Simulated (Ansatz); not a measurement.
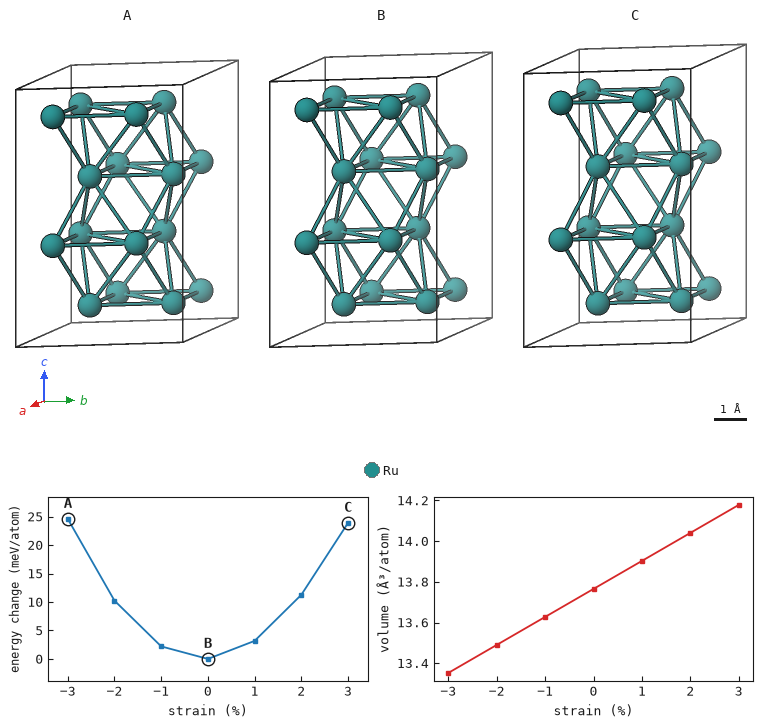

Members of a series of calculations on crystalline Ru (set up in P6_3/mmc), marked on the first curve. The picture is a ball-and-stick view of the cell of the calculation, repeated to show the pattern, seen slightly off an axis.

All numbers below come from DFT PBE, scalar-relativistic, plane waves, PAW in Ansatz 0.2.0. Set-up: plane-wave cutoff 420 eV; k-point mesh 24 × 24 × 12; occupations gaussian; smearing width 0.1 eV; no spin polarisation.

**Which kind of strain is it, and how does the structure respond?**

Strain along c alone, the other axes held, atoms relaxed. A (strain −3.0 %): energy change 24.6 meV/atom, volume 13.35 Å³ per atom. B (strain 0.0 %): energy change 0.0 meV/atom, volume 13.77 Å³ per atom. C (strain 3.0 %): energy change 23.9 meV/atom, volume 14.18 Å³ per atom. The rest compares A with C. Cell: a = b unchanged at 5.440 Å, c 8.336 → 8.851 Å (+6.2 %). Volume +6.2 %. Among the bonded contacts that change: Ru–Ru 2.609 → 2.713 Å.
